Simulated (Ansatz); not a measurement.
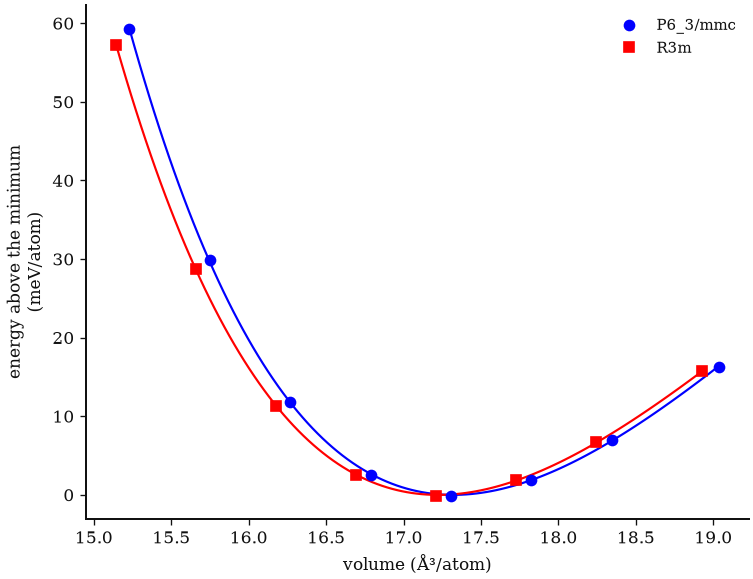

Plotted: energy above the minimum against volume, with one curve for each structure, for MoS₂. Each energy curve has its own zero, so the curves don't rank the structures.

Calculation (Ansatz 0.2.0): third-order Birch-Murnaghan fit to density functional energies at scaled volumes of the given relaxed cell, shape and atoms relaxed at each volume; energies count from the fitted minimum; plane waves with PAW datasets, Γ-centred k mesh. Level: PBE with D3(BJ), no spin polarisation.

- wave cutoff: 420 eV
- occupations: Gaussian
- smearing width: 0.02 eV

Settings that differ: P6_3/mmc: k mesh 12×12×4; R3m: k mesh 12×12×12.

Give the values behind the plot as a table.

P6_3/mmc:
```tsv
volume (Å³/atom)	energy above the minimum (meV/atom)
15.229	59.3
15.748	29.9
16.267	11.8
16.787	2.5
17.306	-0.1
17.825	1.9
18.344	7.0
19.036	16.3
```

R3m:
```tsv
volume (Å³/atom)	energy above the minimum (meV/atom)
15.144	57.2
15.661	28.7
16.177	11.3
16.693	2.5
17.209	-0.1
17.726	1.9
18.242	6.7
18.930	15.7
```

Caveats: a crossing between the sampled k points may be missed; pressure derivative unusual.
